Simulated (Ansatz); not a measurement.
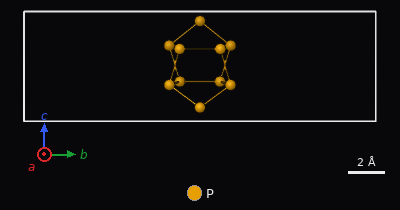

Starting structure of a crystal of P (set up in Pm). A ball-and-stick model of the cell of the calculation, seen along the a axis.

Level of theory: DFT PBE, scalar-relativistic, plane waves, PAW in Ansatz.

Input file:
```yaml
crystal:
  lattice:
    - [5.6351172265, 0.0, 0.0]
    - [0.0, 19.6324366611, 0.0]
    - [-1.6004025234, 0.0, 6.1198546024]
  atoms:
    - { symbol: P, position: [0.14579637, 0.41260572, 0.68959014] }
    - { symbol: P, position: [0.17229931, 0.44297344, 0.36139955] }
    - { symbol: P, position: [0.17229931, 0.55702656, 0.36139955] }
    - { symbol: P, position: [0.14579637, 0.58739428, 0.68959014] }
    - { symbol: P, position: [0.22712617, 0.5, 0.91279188] }
    - { symbol: P, position: [0.54286534, 0.58688541, 0.33045997] }
    - { symbol: P, position: [0.75654353, 0.55799602, 0.65858444] }
    - { symbol: P, position: [0.75654353, 0.44200398, 0.65858444] }
    - { symbol: P, position: [0.54286534, 0.41311459, 0.33045997] }
    - { symbol: P, position: [0.60848927, 0.5, 0.1251267] }
basis:
  ecutwfc: 420
kpoints:
  mp_grid: { grid: [6, 2, 6] }
hamiltonian:
  xc: pbe
scf:
  occupations: { method: gaussian, width: 0.02 }
output:
  forces: true
  stress: true
  eigenvalues: true
relax:
  adjacent_minimum: "off"
  f_tol: 0.005
  max_steps: 80
  cell: { stress_tol: 0.05 }
```

### Predict the outcome.

The energy falls by 39.8 meV per cell of the calculation in 6 accepted moves (7 points after the start). Largest force component: 0.37 eV/Å at the start, 0.0018 eV/Å at the end. The pressure goes from 0.57 to 0.00 GPa. At 1 point the geometry stayed and the basis and grid were re-selected for the new cell (energy shift of 0.2 meV per cell of the calculation at most each time). The largest move relative to the cell is that of P10, 0.028 Å roughly along +a. The drawn cell changes as follows: a 5.635 → 5.634 Å (0.0 %), b 19.632 → 19.636 Å (0.0 %), c 6.326 → 6.355 Å (+0.5 %), β 104.7° → 104.4°; the volume changes by +0.6 %. Among the contacts that change: P5–P10 2.228 → 2.258 Å, P6–P7 2.194 → 2.218 Å, P1–P2 2.201 → 2.225 Å, P2–P9 2.225 → 2.247 Å. The space group stays Pm (No. 6).
